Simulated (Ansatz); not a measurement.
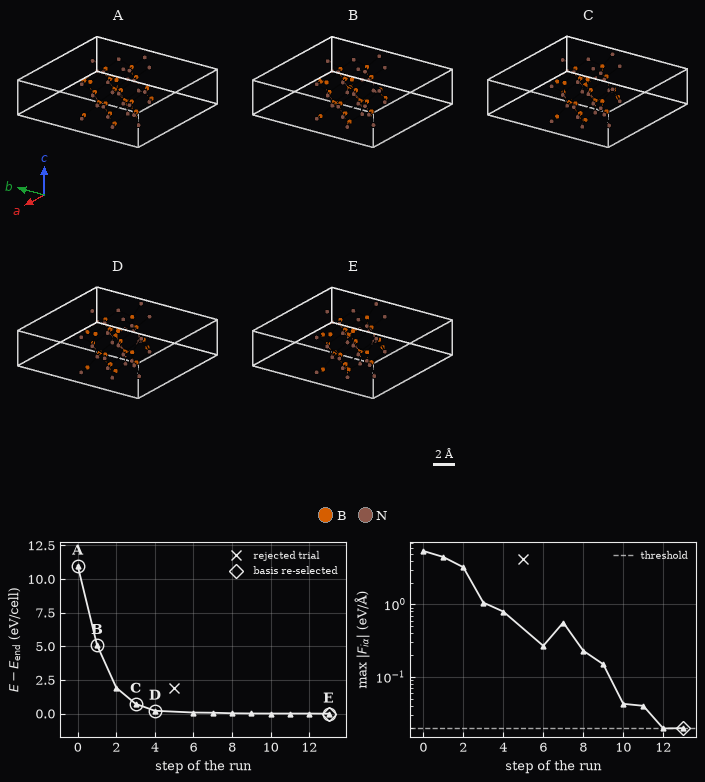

Frames of a relaxation of a wire of composition BN, marked on the history of the run. Style: ball-and-stick. Shown: the cell of the calculation, with the vacuum cut short (origin shifted), from a free direction.

Case: wire along [0 0 1], 28 atoms a period.

Computed with DFT PBE, scalar-relativistic, plane waves, PAW in Ansatz.

Input file:
```yaml
crystal:
  lattice:
    - [15.3, 0.0, 0.0]
    - [0.0, 16.5, 0.0]
    - [0.0, 0.0, 3.6246970252]
  atoms:
    - { symbol: B, position: [0.3519323111, 0.5, 0.0], spin: 0.3 }
    - { symbol: B, position: [0.5888406134, 0.5, 0.0], spin: 0.3 }
    - { symbol: "N", position: [0.4111593866, 0.3352410443, 0.25], spin: 0.3 }
    - { symbol: "N", position: [0.4111593866, 0.5549196519, 0.25], spin: 0.3 }
    - { symbol: "N", position: [0.6480676889, 0.3352410443, 0.25], spin: 0.3 }
    - { symbol: "N", position: [0.6480676889, 0.5549196519, 0.25], spin: 0.3 }
    - { symbol: B, position: [0.3519323111, 0.3901606962, 0.5], spin: 0.3 }
    - { symbol: B, position: [0.3519323111, 0.6098393038, 0.5], spin: 0.3 }
    - { symbol: B, position: [0.5888406134, 0.3901606962, 0.5], spin: 0.3 }
    - { symbol: B, position: [0.5888406134, 0.6098393038, 0.5], spin: 0.3 }
    - { symbol: "N", position: [0.4111593866, 0.4450803481, 0.75], spin: 0.3 }
    - { symbol: "N", position: [0.4111593866, 0.6647589557, 0.75], spin: 0.3 }
    - { symbol: "N", position: [0.6480676889, 0.4450803481, 0.75], spin: 0.3 }
    - { symbol: "N", position: [0.6480676889, 0.6647589557, 0.75], spin: 0.3 }
    - { symbol: B, position: [0.4703864622, 0.2803213924, 0.5], spin: 0.3 }
    - { symbol: B, position: [0.4703864622, 0.5, 0.5], spin: 0.3 }
    - { symbol: B, position: [0.4703864622, 0.7196786076, 0.5], spin: 0.3 }
    - { symbol: B, position: [0.7072947645, 0.5, 0.5], spin: 0.3 }
    - { symbol: "N", position: [0.2927052355, 0.5549196519, 0.75], spin: 0.3 }
    - { symbol: "N", position: [0.5296135378, 0.3352410443, 0.75], spin: 0.3 }
    - { symbol: "N", position: [0.5296135378, 0.5549196519, 0.75], spin: 0.3 }
    - { symbol: B, position: [0.4703864622, 0.3901606962, 0.0], spin: 0.3 }
    - { symbol: B, position: [0.4703864622, 0.6098393038, 0.0], spin: 0.3 }
    - { symbol: B, position: [0.7072947645, 0.3901606962, 0.0], spin: 0.3 }
    - { symbol: B, position: [0.7072947645, 0.6098393038, 0.0], spin: 0.3 }
    - { symbol: "N", position: [0.2927052355, 0.4450803481, 0.25], spin: 0.3 }
    - { symbol: "N", position: [0.5296135378, 0.4450803481, 0.25], spin: 0.3 }
    - { symbol: "N", position: [0.5296135378, 0.6647589557, 0.25], spin: 0.3 }
basis:
  ecutwfc: 420
kpoints:
  mp_grid: { grid: [1, 1, 9] }
hamiltonian:
  xc: pbe
scf:
  occupations: { method: gaussian, width: 0.05 }
  lower_state_search: "off"
output:
  forces: true
  stress: true
  eigenvalues: true
  populations: true
  write_density: true
  write_potential: true
  elf: true
  volumetric_format: npy
magnetization:
  spin_polarized: true
relax:
  adjacent_minimum: "off"
  f_tol: 0.02
  max_steps: 45
  cell: { fix: [a, b, alpha, beta, gamma], stress_tol: 0.03 }
```

Command:
```bash
ansatz run input.yaml --threads 4 --pin off --max-ram 11264MiB --backend cpu --events-out ev --progress --plain --runs-dir out
```

Describe the path.

After 11 accepted moves (13 points after the start) the energy has fallen by 10.992 eV per cell of the calculation. Largest force component: 5.5 eV/Å at the start, 0.02 eV/Å at the end. The line search rejected the trial step at point 5 of the run. At 1 point the geometry stayed and the basis and grid were re-selected for the new cell (energy shift of 8.8 meV per cell of the calculation at most each time). The largest moves relative to the layer's centre, 0.54 Å, are those of B15 and B17. By element the largest moves are B 0.54 Å, N 0.52 Å. Along the periodic axis the drawn cell goes c 3.625 → 3.654 Å (+0.8 %). Some distances before and after: N19–N26 2.563 → 1.546 Å, B18–B24 2.563 → 2.119 Å, B10–B25 2.563 → 2.171 Å, B15–B22 2.563 → 2.204 Å. Bond angles that change, for instance: N3–B15–N20 109.5° → 149.3°, N12–B8–N19 109.5° → 130.3°, N5–B24–N13 109.5° → 126.3°. The program noted that the starting moments weren't kept. The run took 13 min on 4 threads of Arm Neoverse V2, on a shared host, peak memory 2.3 GiB. From step 0 to 1: B atoms move most (0.19 Å), energy −5.897 eV per cell of the calculation. From step 1 to 3: B atoms move most (0.34 Å), energy −4.364 eV per cell of the calculation. From step 3 to 4: N atoms move most (0.20 Å), energy −0.517 eV per cell of the calculation. From step 4 to 13: B atoms move most (0.23 Å), energy −0.214 eV per cell of the calculation.

```csv
step,"E − E(0), meV/atom","largest force component, eV/Å",note
0,0.00,5.4659,
1,-210.59,4.5144,
2,-323.87,3.2612,
3,-366.46,1.0612,
4,-384.94,0.7976,
5,-325.24,4.2911,rejected
6,-389.58,0.2686,
7,-390.11,0.5625,
8,-391.56,0.2300,
9,-392.09,0.1496,
10,-392.26,0.0426,
11,-392.27,0.0400,
12,-392.28,0.0195,
13,-392.59,0.0197,"same geometry, new basis"
```
